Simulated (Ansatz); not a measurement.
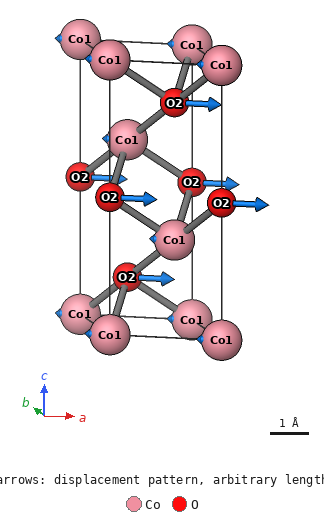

One vibrational mode of crystalline CoO at the zone centre. Displacements are drawn as blue arrows; their common scale and sign are arbitrary. The picture is a ball-and-stick view of the conventional cell (3 times the calculation's cell), seen slightly off an axis. Lengths and directions refer to the drawn axes.

Level of theory: DFT PBE+U, scalar-relativistic, plane waves, PAW (Ansatz 0.2.0).

Input
```yaml
crystal:
  lattice:
    - [1.5369143799, 0.8873379309, 2.4734269504]
    - [-1.5369143799, 0.8873379309, 2.4734269504]
    - [0.0, -1.7746758619, 2.4734269504]
  atoms:
    - { symbol: Co, position: [0.0, 0.0, 0.0], spin: 2.88 }
    - { symbol: O, position: [0.5, 0.5, 0.5], spin: 0.24 }
basis:
  ecutwfc: 420
kpoints:
  mp_grid: { grid: [12, 12, 12] }
hamiltonian:
  xc: pbe
  hubbard: { sites: [{ species: Co, l: d, u_eff: 3.32 }] }
scf:
  occupations: { method: gaussian, width: 0.02 }
output:
  eigenvalues: true
  populations: true
magnetization:
  spin_polarized: true
phonons:
  method: dfpt
  dielectric: true
  rigid_motions: translations
  eigenvectors: true
```

Command:
```bash
ansatz run input.yaml --threads 1 --pin off --max-ram 3072MiB --backend cpu --events-out ev --progress --plain --runs-dir out
```

Frequencies are those without the non-analytic (LO–TO) term.

Give the symmetry, activity and frequency of this mode.

This is the E_u mode (doubly degenerate; one member of the set is drawn) at 300 cm⁻¹, the highest optical level, infrared-active by symmetry. The O sublattice moves against the Co sublattice, along a; the kinetic energy is shared as O 79 %, Co 21 %. Its infrared intensity is 20 (D/Å)²/amu for the set.
